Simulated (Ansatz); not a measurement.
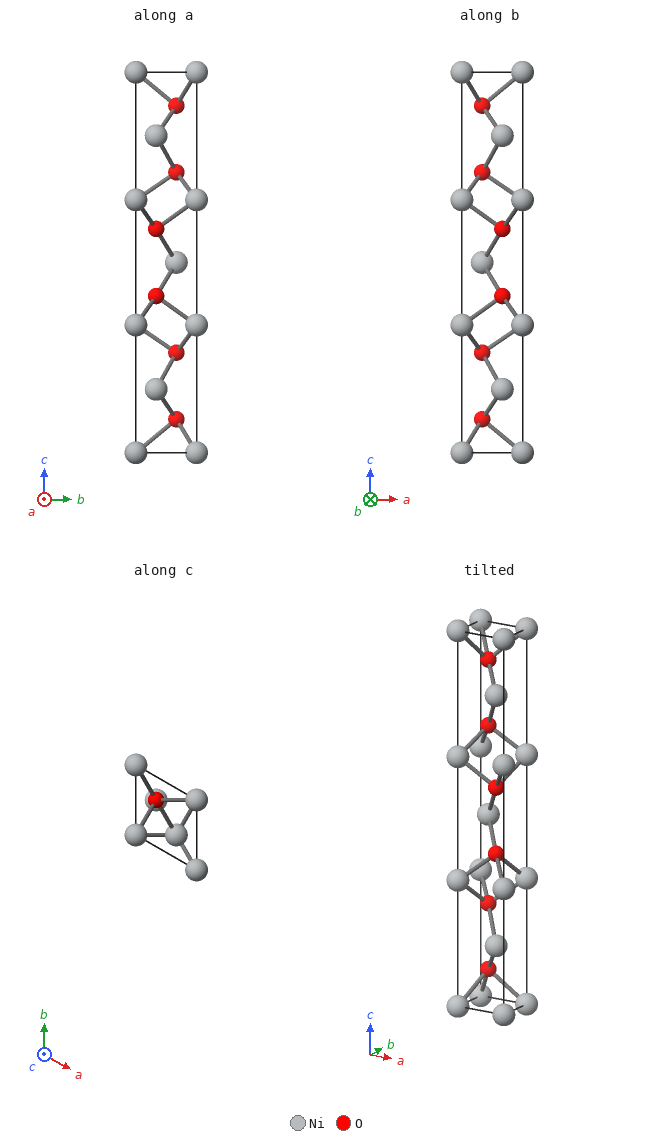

An orthographic ball-and-stick view of the structure, along the a axis, along the b axis, along the c axis and slightly off an axis. The lines enclose the conventional unit cell; boundary atoms appear with their images.

Lattice parameters: a = 2.8274 Å, b = 2.8274 Å, c = 15.3677 Å, α = 90.000°, β = 90.000°, γ = 120.000°.

Write down what is shown as a CIF in P1 with every atom of the cell, with free fractional coordinates to two decimals.

Answer.
```cif
data_structure
_symmetry_space_group_name_H-M 'P 1'
_symmetry_Int_Tables_number 1
_cell_length_a 2.8274
_cell_length_b 2.8274
_cell_length_c 15.3677
_cell_angle_alpha 90.000
_cell_angle_beta 90.000
_cell_angle_gamma 120.000
_cell_volume 106.40
loop_
_atom_site_label
_atom_site_type_symbol
_atom_site_fract_x
_atom_site_fract_y
_atom_site_fract_z
_atom_site_occupancy
Ni1 Ni 0.00 0.00 0.34 1
O1 O 0.6667 0.3333 0.41 1
Ni2 Ni 0.3333 0.6667 0.50 1
O2 O 0.6667 0.3333 0.59 1
Ni3 Ni 0.00 0.00 0.66 1
O3 O 0.3333 0.6667 0.74 1
Ni4 Ni 0.6667 0.3333 0.8333 1
O4 O 0.3333 0.6667 0.91 1
Ni5 Ni 0.00 0.00 0.00 1
O5 O 0.3333 0.6667 0.09 1
Ni6 Ni 0.6667 0.3333 0.1667 1
O6 O 0.3333 0.6667 0.26 1
```

The model was built from a structure type filled with these elements by a generator (whether the compound takes this form wasn't checked). Earlier steps of the study may have refined or changed the cell and positions. Ansatz was used for an electronic-structure calculation on it.
